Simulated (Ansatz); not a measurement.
## Where Cs_Mg puts its levels in the gap of MgO (Fm-3m)

Wanted: the transition levels of a substitutional impurity in MgO (Fm-3m), from a cell of 54 host atoms with 1 Mg taken out and 1 Cs put in.

Program: Ansatz 0.2.0. Level of theory: place-levels on r2SCAN runs: charge-transition levels and formation energies with image-charge correction and potential alignment at the atomic sites; PAW set soft_1. Results are calculated unless marked as measured.

**What experiment says.**

“Electronic structure of alkaline earth and post-transition metal oxides” (2009, arxiv:0908.1581) quotes from earlier work for MgO, rocksalt (bulk crystal): band gap (literature experimental gap) 7.83 eV [Literature value based on experiment; other listed experimental values range from 7.7 to …].

### Step 1. Set-up

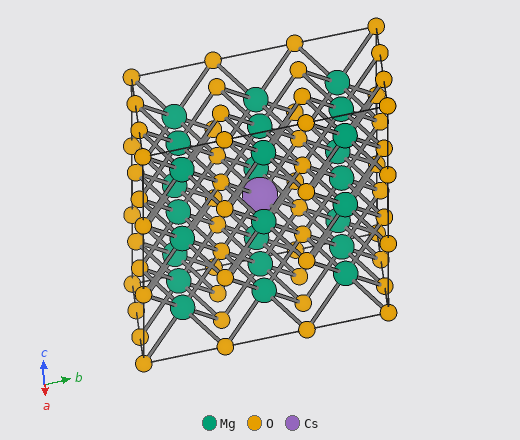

The cell as given, slightly off an axis (magnesium teal, oxygen orange, caesium purple). Bonds to atoms that aren't drawn are left out. Some periodic images of atoms are drawn too.

The cell holds 54 atoms: 26 Mg, 27 O and 1 Cs. Cell: a = 8.925 Å, b = 8.925 Å, c = 8.925 Å, α = 60.0°, β = 60.0°, γ = 60.0°. It derives from MgO (space group Fm-3m). Nearest the centre at fractional (0.667, 0.667, 0.333): Cs51 at 0.00 Å, O28 at 2.10 Å, O44 at 2.10 Å, O32 at 2.10 Å, O34 at 2.10 Å, O46 at 2.10 Å, O50 at 2.10 Å, Mg9 at 2.98 Å.

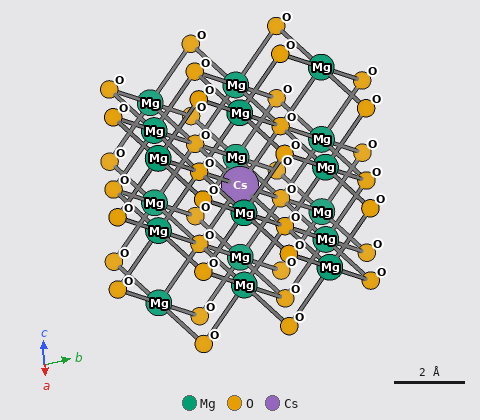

The atoms within 5 Å of the centre.

As a file:

```xyz
54
Lattice="0.0000 6.3112 6.3112 6.3112 0.0000 6.3112 6.3112 6.3112 0.0000" Properties=species:S:1:pos:R:3 pbc="T T T"
Mg    0.0000    0.0000    0.0000
O     2.1037    2.1037    2.1037
Mg    2.1037    2.1037    0.0000
O     4.2075    4.2075    2.1037
Mg    4.2075    4.2075    0.0000
O     6.3112    6.3112    2.1037
Mg    2.1037    0.0000    2.1037
O     4.2075    2.1037    4.2075
Mg    4.2075    2.1037    2.1037
O     6.3112    4.2075    4.2075
Mg    6.3112    4.2075    2.1037
O     8.4150    6.3112    4.2075
Mg    4.2075    0.0000    4.2075
O     6.3112    2.1037    6.3112
Mg    6.3112    2.1037    4.2075
O     8.4150    4.2075    6.3112
Mg    8.4150    4.2075    4.2075
O    10.5187    6.3112    6.3112
Mg    0.0000    2.1037    2.1037
O     2.1037    4.2075    4.2075
Mg    2.1037    4.2075    2.1037
O     4.2075    6.3112    4.2075
Mg    4.2075    6.3112    2.1037
O     6.3112    8.4150    4.2075
Mg    2.1037    2.1037    4.2075
O     4.2075    4.2075    6.3112
Mg    4.2075    4.2075    4.2075
O     6.3112    6.3112    6.3112
Mg    6.3112    6.3112    4.2075
O     8.4150    8.4150    6.3112
Mg    4.2075    2.1037    6.3112
O     6.3112    4.2075    8.4150
Mg    6.3112    4.2075    6.3112
O     8.4150    6.3112    8.4150
Mg    8.4150    6.3112    6.3112
O    10.5187    8.4150    8.4150
Mg    0.0000    4.2075    4.2075
O     2.1037    6.3112    6.3112
Mg    2.1037    6.3112    4.2075
O     4.2075    8.4150    6.3112
Mg    4.2075    8.4150    4.2075
O     6.3112   10.5187    6.3112
Mg    2.1037    4.2075    6.3112
O     4.2075    6.3112    8.4150
Mg    4.2075    6.3112    6.3112
O     6.3112    8.4150    8.4150
Mg    6.3112    8.4150    6.3112
O     8.4150   10.5187    8.4150
Mg    4.2075    4.2075    8.4150
O     6.3112    6.3112   10.5187
Cs    6.3112    6.3112    8.4150
O     8.4150    8.4150   10.5187
Mg    8.4150    8.4150    8.4150
O    10.5187   10.5187   10.5187
```

Screening for the image-charge correction: ε∞ = 3.24, ε0 = 10.37, from a response run on this crystal (DFPT, PBEsol) at that run's own cell.

The cell's shortest repeat is 8.9 Å.

### Step 2. The runs of each charge state

A transition level is the Fermi level at which two charge states cost the same, so each charge needs its own total energy, at its own relaxed structure.

Random displacements of about 0.05 Å break the site symmetry at the start, so that the relaxation can reach a distorted minimum if there is one. Forces are taken at one point at (¼, ¼, ¼). The cell holds 1 electron more than the neutral one, with a uniform background that keeps it neutral on the whole.

The sampling was tested on the host first: at the k-points planned (1x1x1 shifted 0.25 0.25 0.25) its energy lies 0.020 eV an atom from the dense-mesh value, under the bound of 0.02 eV set for this test; that bounds the host's error, not the defect's.

One state's input; the others differ in charge, spin, start and seed, and in occupations where the table says so.

qm1.relax/input.yaml

```yaml
crystal:
  lattice:
    - [0.0, 2.10374764, 2.10374764]
    - [2.10374764, 0.0, 2.10374764]
    - [2.10374764, 2.10374764, 0.0]
  atoms:
    - { symbol: Mg, position: [0.0, 0.0, 0.0] }
    - { symbol: O, position: [0.5, 0.5, 0.5] }
  supercell: [3, 3, 3]
  defects: [{ substitution: { at: 50, symbol: Cs } }]
total_charge: -1
basis:
  ecutwfc: 500
  xc_grid: 2
hamiltonian:
  xc: r2scan
  pseudopotentials: { kind: paw, azcp: { folder: soft_1 } }
kpoints:
  mp_grid: { grid: [1, 1, 1], shift: [0.25, 0.25, 0.25] }
scf:
  occupations: { method: fixed }
  max_iter: 80
output:
  forces: true
  charged_corrections: { epsilon: 3.24, static_epsilon: 10.37 }
relax:
  f_tol: 0.02
  max_steps: 80
  random_displacement: { amplitude: 0.05, seed: 3716 }
checkpoint:
  write: "../qm1.relax.run"
  compress: false
  write_wavefunctions: true
  write_every: 100000
```

Started as:

```bash
ansatz run input.yaml --threads 4 --pin off --max-ram 7536MiB --backend cpu --events-out ev --progress --plain --runs-dir out
```

Defect states can disperse in a cell of this size, so the energy is taken again at a 2×2×2 shifted mesh, on the relaxed structure.

The run of this state that the levels use, under r2SCAN:

qm1.point/input.yaml

```yaml
crystal:
  checkpoint: "../qm1.relax.run"
  host: checkpoint
total_charge: -1
basis:
  ecutwfc: 500
  xc_grid: 2
hamiltonian:
  xc: r2scan
  pseudopotentials: { kind: paw, azcp: { folder: soft_1 } }
kpoints:
  mp_grid: { grid: [2, 2, 2], shift: [0.5, 0.5, 0.5] }
scf:
  occupations: { method: fermi_dirac, width: 0.01 }
  max_iter: 80
output:
  forces: true
  eigenvalues: true
  charged_corrections:
    epsilon: 3.24
    static_epsilon: 10.37
    defect_position: [0.666667, 0.666667, 0.333333]
  eigenstates: { localisation: true }
  populations: true
  band_densities: [{ bands: [v1, v1] }, { bands: [c1, c1] }]
  write_density: true
  write_potential: true
  volumetric_format: npy
checkpoint:
  read: "../qm1.relax.run"
  write: "../qm1.point.run"
  compress: false
  write_wavefunctions: false
  write_every: 100000
```

Relaxations under r2SCAN at one point at (¼, ¼, ¼); times on 4 threads of Arm Neoverse V2, shared host:

| charge | moment (μB) | occupations | outcome | steps | largest displacement against the far atoms (Å) | time |
| --- | --- | --- | --- | --- | --- | --- |
| −1 | 0 | fixed | converged | 7 | 0.32 | 73 s |
| 0 | 1 | fixed | converged | 13 | 0.31 | 6.7 min |
| +1 | 0 | fixed | not converged | - | - | 66 s |
| +1 | 0 | fermi-dirac | converged | 24 | 0.58 | 5.6 min |
| +1 | 2 | fixed | converged | 10 | 0.30 | 4.7 min |

Single points under r2SCAN at a 2×2×2 shifted mesh; times on 4 threads of Arm Neoverse V2, shared host:

| charge | moment (μB) | occupations | outcome | time |
| --- | --- | --- | --- | --- |
| −1 | 0 | fermi-dirac | converged | 65 s |
| 0 | 1 | fermi-dirac | converged | 2.5 min |
| +1 | 0 | fermi-dirac | converged | 79 s |
| +1 | 2 | fermi-dirac | converged | 2.3 min |

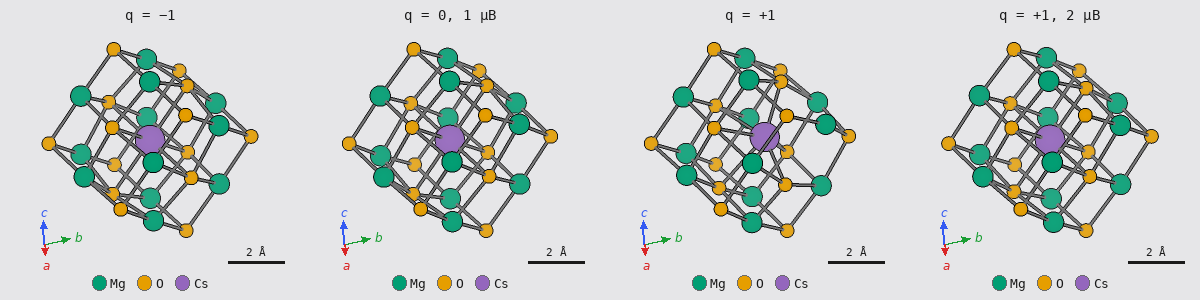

The structures near the centre after relaxation with r2SCAN, by charge.

Distances (Å) from Cs51 to the nearest atoms after relaxation with r2SCAN:

| charge | moment (μB) | 1. | 2. | 3. | 4. | 5. | 6. |
| --- | --- | --- | --- | --- | --- | --- | --- |
| −1 | 0 | O 2.41 | O 2.42 | O 2.42 | O 2.42 | O 2.42 | O 2.42 |
| 0 | 1 | O 2.30 | O 2.30 | O 2.41 | O 2.41 | O 2.41 | O 2.42 |
| +1 | 0 | O 2.09 | O 2.09 | O 2.45 | O 2.45 | O 2.59 | O 2.59 |
| +1 | 2 | O 2.30 | O 2.30 | O 2.30 | O 2.30 | O 2.40 | O 2.40 |

### Step 3. Levels against the band edges, r2SCAN

A charged cell interacts with its images and the background, and its potential has another zero than the host's. place-levels removes the first by a point-charge model, screened by the static dielectric constant since the ions have relaxed around the charge, and the second by comparing potentials at atoms far from the defect.

The host is a run of the defect-free crystal in the same cutoffs, grids and k-points, so that basis and sampling errors cancel in part in the differences. The host is run in a cell of 2 atoms on a matching mesh. Its band edges are searched through the zone by a band path, so the gap is smaller than, or equal to, that on the mesh. Chemical potentials are energies per atom of Mg (hcp) and Cs (bcc), run with the same functional and cutoff.

levels.point.yaml

```yaml
host:
  run: host.point.run
states: [qm1.point.run, q0_M1.point.run, qp1.point.run, qp1_M2.point.run]
geometry_from:
  qm1.point.run: qm1.relax.run
  q0_M1.point.run: q0_M1.relax.run
  qp1.point.run: qp1.relax_smeared.run
  qp1_M2.point.run: qp1_M2.relax.run
chemical_potentials:
  Mg:
    energy: -1926.407918
    dataset: "<sha256 of the dataset>"
  Cs:
    energy: -5686.056881
    dataset: "<sha256 of the dataset>"
epsilon: 3.24
static_epsilon: 10.37
vertical:
  - { from: qm1.point.run, to: qm1.point_neutral.run }
  - { from: qp1.point.run, to: qp1.point_neutral.run }
  - { from: qp1_M2.point.run, to: qp1_M2.point_neutral.run }
```

Started as:

```bash
ansatz place-levels levels.point.yaml -- --threads 4 --pin off --max-ram 7536MiB
```

Numbers of over 12 decimals in the logs are rounded to 6 here.

What it wrote:

```text
[... repeated set-up lines and file paths are left out, and long positions are rounded to six places ...]
(+1/0) 1.017 eV above the valence edge, 4.661 eV under the conduction edge
(0/-1) 1.662 eV above the valence edge, 4.016 eV under the conduction edge
formation energy of charge +1: +11.782 eV with the Fermi level at the valence edge
formation energy of charge 0: +12.799 eV with the Fermi level at the valence edge
formation energy of charge -1: +14.461 eV with the Fermi level at the valence edge
vertical -1 to 0: no energy, since no alignment is typed
  the change from vertical[0].from (qm1.point.run) to vertical[0].to (qm1.point_neutral.run): by its potential at epsilon 3.24 it stands at 0.666 0.667 0.331, with an rms radius of about 2.6 Å (1.5 1.5 1.5 Å across the planes of the cell's vectors); [...]
vertical +1 to 0: no energy, since no alignment is typed
  the change from vertical[1].from (qp1.point.run) to vertical[1].to (qp1.point_neutral.run): by its potential at epsilon 3.24 it stands at 0.666 0.753 0.332, with an rms radius of about 2.4 Å (1.6 0.8 1.6 Å across the planes of the cell's vectors); [...]
vertical +1 to 0: no energy, since no alignment is typed
  the change from vertical[2].from (qp1_M2.point.run) to vertical[2].to (qp1_M2.point_neutral.run): by its potential at epsilon 3.24 it stands at 0.668 0.666 0.334, with an rms radius of about 2.3 Å (1.3 1.4 1.3 Å across the planes of the cell's vectors); [...]
  edges by r2scan, gap 5.678 eV; the host is sampled to repeats of 17.85 Å
  the defect's cells are sampled to repeats of 17.85 Å, like sampling
  charge +1: -71210.2609 eV with its correction of +0.715 eV, at epsilon 10.37, aligned at sites: +0.4626 eV, mean over 21 atomic sites at or beyond 4.46 Å from the defect at [0.6667, 0.6667, 0.3333], with +0.000000 for the charge's moments and without [...]
  charge 0: +0.000 eV for its dipole among its images, +0.000 omitted
  charge -1: -71192.2128 eV with its correction of -0.224 eV, at epsilon 10.37, aligned at sites: +0.4766 eV, mean over 21 atomic sites at or beyond 4.46 Å from the defect at [0.6667, 0.6667, 0.3333], with -0.000000 for the charge's moments and without [...]
  charge +1: states[2] (qp1.point.run) stands 0.356 eV higher, with a moment of 0.00 μB against 2.00
  of states[3] (qp1_M2.point.run): it parts from the run at its places by a charge that spreads by about 1.4 Å along one vector (1.3 Å or more is wide), by its potential at epsilon 3.24, taken for that of held ions (one typed too small widens it), where the [...]
  of states[1] (q0_M1.point.run): its alignment with the host at atomic sites is doubtful: the cell is too small to show whether the defect's potential has decayed: take a larger one; stability_check_not_made
  of states[0] (qm1.point.run): it parts from the run at its places by a charge that spreads by about 1.5 Å along one vector (1.3 Å or more is wide), by its potential at epsilon 3.24, taken for that of held ions (one typed too small widens it), where the cell [...]
  of states[2] (qp1.point.run): it parts from the run at its places by a charge that spreads by about 1.6 Å along one vector (1.3 Å or more is wide), by its potential at epsilon 3.24, taken for that of held ions (one typed too small widens it), where the cell [...]
  of vertical[0].from (qm1.point.run): it parts from the run at its places by a charge that spreads by about 1.5 Å along one vector (1.3 Å or more is wide), by its potential at epsilon 3.24, taken for that of held ions (one typed too small widens it), where [...]
  vertical[0].to (qm1.point_neutral.run): levels filled in part (TS 0.005 eV): its energy is of no whole electron's
  of vertical[0].to (qm1.point_neutral.run): stability_check_not_made
  of vertical[1].from (qp1.point.run): it parts from the run at its places by a charge that spreads by about 1.6 Å along one vector (1.3 Å or more is wide), by its potential at epsilon 3.24, taken for that of held ions (one typed too small widens it), where [...]
  of vertical[1].to (qp1.point_neutral.run): stability_check_not_made
  of vertical[2].from (qp1_M2.point.run): stability_check_not_made; [...]
  vertical[2].to (qp1_M2.point_neutral.run): levels filled in part (TS 0.005 eV): its energy is of no whole electron's
  of vertical[2].to (qp1_M2.point_neutral.run): it set out from the moments of a save, which an earlier run chose (saved_moments_taken); stability_check_not_made
```

The job ended after 0.36 s (4 threads of Arm Neoverse V2, shared host).

Levels between the charges placed, in eV above the valence top:

|  | gap (eV) | (+1/0) | (0/−1) |
| --- | --- | --- | --- |
| r2SCAN | 5.68 | 1.02 | 1.66 |

Corrections by state:

| charge | moment (μB) | image terms and alignment (eV) | band filling (eV) | ε used | over the lowest of its charge, as the program ranks them, band filling apart (eV) |
| --- | --- | --- | --- | --- | --- |
| +1 | 2.0 | 0.715 | - | 10.37 | 0.000 |
| 0 | 1.0 | 0.000 | - | - | 0.000 |
| −1 | 0.0 | -0.224 | - | 10.37 | 0.000 |
| +1 | 0.0 | 0.701 | - | 10.37 | 0.356 |

The charged structures listed were also run neutral, and place-levels reads from each pair, by the potential or the spins, how wide the charge is by which they differ; that can be the carrier of either run.

| charge | rms radius (Å) | spread where it is widest against the cell (Å) | wide from (Å) | reading |
| --- | --- | --- | --- | --- |
| +1 | 2.3 | 1.38 | 1.26 | wide |
| −1 | 2.6 | 1.49 | 1.26 | wide |

The neutral runs of these pairs need not share the spin of the lowest neutral state, and very wide values only mean spread over the cell.

From the program's caveats on the states, each cut to its opening words:

- charge +1 (2 μB): it parts from the run at its places by a charge that spreads by about 1.4 Å along one vector (1.3 Å or more is wide), by its potential at epsilon 3.24, taken [...]
- charge +1 (2 μB), 0 (1 μB), −1, +1: its alignment with the host at atomic sites is doubtful: the cell is too small to show whether the defect's potential has decayed: take a larger one
- charge +1 (2 μB), 0 (1 μB): flagged: stability check not made
- charge −1: it parts from the run at its places by a charge that spreads by about 1.5 Å along one vector (1.3 Å or more is wide), by its potential at epsilon 3.24, taken [...]
- charge +1: it parts from the run at its places by a charge that spreads by about 1.6 Å along one vector (1.3 Å or more is wide), by its potential at epsilon 3.24, taken [...]
- charge +1: the far atoms show a dipole or second moment of the defect's charge, for which the correction takes or leaves out 0.282 eV: further moments aren't read, and [...]

The host's formation energy from the elements is -2.963 eV per atom; it sets how far the chemical potentials can move.

Limit set by the element alone; other compounds of these elements are not counted. Chemical potentials from the elements' reference states: Mg 0.00 eV, O -5.93 eV, Cs 0.00 eV. Formation energy by charge state (Mg-rich; gap 5.68 eV):

| charge | at valence top (eV) | at conduction bottom (eV) | correction included (eV) |
| --- | --- | --- | --- |
| +1 | 11.78 | 17.46 | 0.71 |
| 0 | 12.80 | 12.80 | 0.00 |
| −1 | 14.46 | 8.78 | -0.22 |

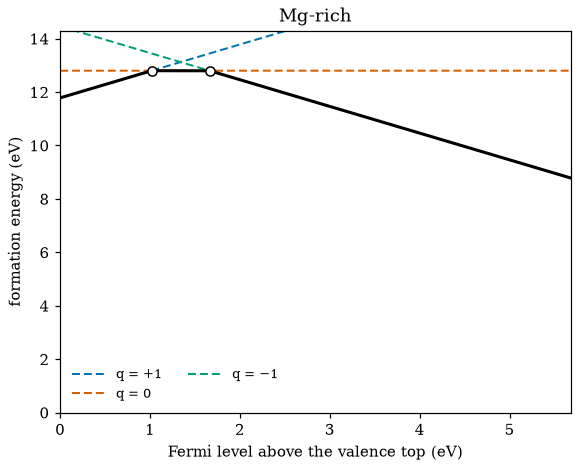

Formation energy against Fermi level; the thick line follows the lowest charge state and circles mark the transition levels.

Limit set by the element alone; other compounds of these elements are not counted. Chemical potentials from the elements' reference states: O 0.00 eV, Mg -5.93 eV, Cs 0.00 eV. Formation energies (O-rich), with the Fermi level at the valence top and at the conduction bottom (gap 5.68 eV):

| charge | at valence top (eV) | at conduction bottom (eV) | correction included (eV) |
| --- | --- | --- | --- |
| +1 | 5.86 | 11.53 | 0.71 |
| 0 | 6.87 | 6.87 | 0.00 |
| −1 | 8.54 | 2.86 | -0.22 |

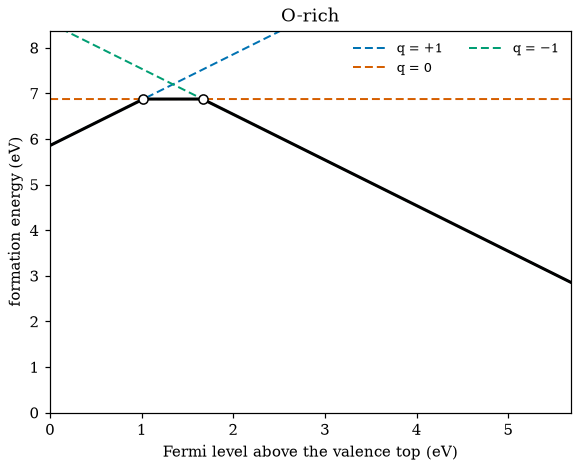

Formation energy against Fermi level; the thick line follows the lowest charge state and circles mark the transition levels.

### Step 4. Outcome

```
gap of the host                                                          : 5.68 eV (r2SCAN)
level (plus 1/0)                                                         : 1.02 eV above the valence top
level (0/minus 1)                                                        : 1.66 eV above the valence top
lowest of the charges placed, just above the valence top (0.02 eV)       : +1
lowest of the charges placed, just below the conduction bottom (0.02 eV) : −1
lowest formation energy at mid-gap of the charges run, Mg-rich           : 11.62 eV
lowest formation energy at mid-gap of the charges run, O-rich            : 5.70 eV
```

Of the charges placed (−1, 0 and +1), the lowest changes at 1.02 eV (+1/0) and 1.66 eV (0/−1) above the valence top, in a gap of 5.68 eV. Charges above +1 and below −1 were not placed, so these runs say nothing of levels that involve them. States placed: +1 at 2 μB and 0 μB; 0 at 1 μB; −1 at 0 μB. Other spin states or structures, where not listed, weren't placed. Cs is taken at its element; compounds, which aren't counted here, bound the chemical potentials and would shift these formation energies. The program doubts the alignment of potentials for at least one state, a sign that the cell is small. Limits: the images are only 8.9 Å apart; r2SCAN makes the gap too small and tends to spread out bound carriers; where a gas molecule sets a chemical potential or the host's formation energy, its binding is uncorrected; spin–orbit coupling, which can matter with heavy atoms, is left out; force components of up to 0.57 eV/Å remain in a run at the final settings.

Comparison with the measured values:

```
                             quantity  measured           r2SCAN
band gap (least gap of the host) (eV)      7.83  5.68 (-2.15 eV)
```

Measured values from arxiv:0908.1581 (2009).

**Verdict.** The band gap is off by -2.15 eV: a clear miss. Local and semilocal functionals usually give gaps below the measured ones. Zero-point and thermal motion shift the measured gap.

[Logs are printed without paths, hosts, clocks, repeated set-up lines and the standing remarks that a program may print on its own settings, such as how far it seeks lower states.]

[Hosts, paths, dates, database ids (printed as entryN), source tags and the programs' standing remarks are cut or masked in the printed files.]

[Where a table of states has a column of steps, it counts the stored structures, which are thinned; the runs took as many ionic steps or more.]

[A defect's name tells the site on which it was built; relaxed atoms can leave that site.]

[For some hosts the program warned that the k-mesh of the response run may be too coarse for force constants and the static dielectric constant; such warnings are not shown here.]
